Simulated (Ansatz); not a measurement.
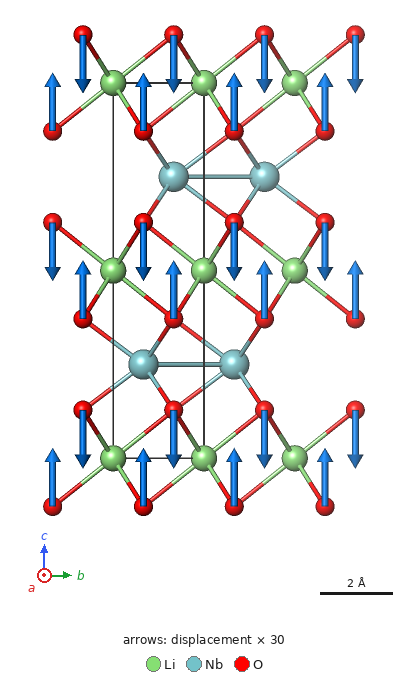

This is a relaxation of a crystal of LiNbO₂ (set up in P6_3/mmc) (coarse preliminary run). The starting structure is drawn; blue arrows show the displacements (the part carried along by the change of the cell is left out), magnified 30 times.

The picture is a ball-and-stick view of the cell of the calculation, repeated 1 × 2 × 1 with one cell outlined, seen along the a axis.

The calculation used DFT r2SCAN, scalar-relativistic, plane waves, PAW (Ansatz). (plane-wave cutoff 500 eV; k-point mesh 6 × 6 × 2; occupations gaussian; smearing width 0.1 eV; no spin polarisation; cell and atoms relaxed; force threshold 0.05 eV/Å; at most 80 steps)

**Which element moves most?**

Oxygen: up to 0.055 Å, against 0.000 Å for niobium.

**What did the optimiser do to the structure, and how much energy did it gain?**

The largest moves relative to the cell, 0.055 Å, are those of O atoms. Nb and Li stay in place. The drawn cell changes as follows: a = b 2.921 → 2.904 Å (−0.6 %), c 10.459 → 10.439 Å (−0.2 %); the volume changes by −1.4 %. Some distances before and after: Li–O 2.156 → 2.113 Å, Nb–O 2.112 → 2.136 Å, Nb–Nb 2.921 → 2.904 Å. The space group stays P6_3/mmc (No. 194). The energy falls by 0.131 eV per cell of the calculation in 3 accepted moves (4 points after the start). Largest force component: 1.2 eV/Å at the start, 0.013 eV/Å at the end. Pressure: 2.95 GPa at the start and −0.01 GPa at the end. The SCF was repeated once at an unchanged geometry on a basis and grid sized afresh for the cell, which shifted the energy by 0.7 meV per cell of the calculation at most. Cost: 24 s on 2 threads of Intel(R) Xeon(R) Platinum 8259CL CPU @ 2.50GHz (Skylake/Cascade Lake) (shared host), peak memory 0.65 GiB.
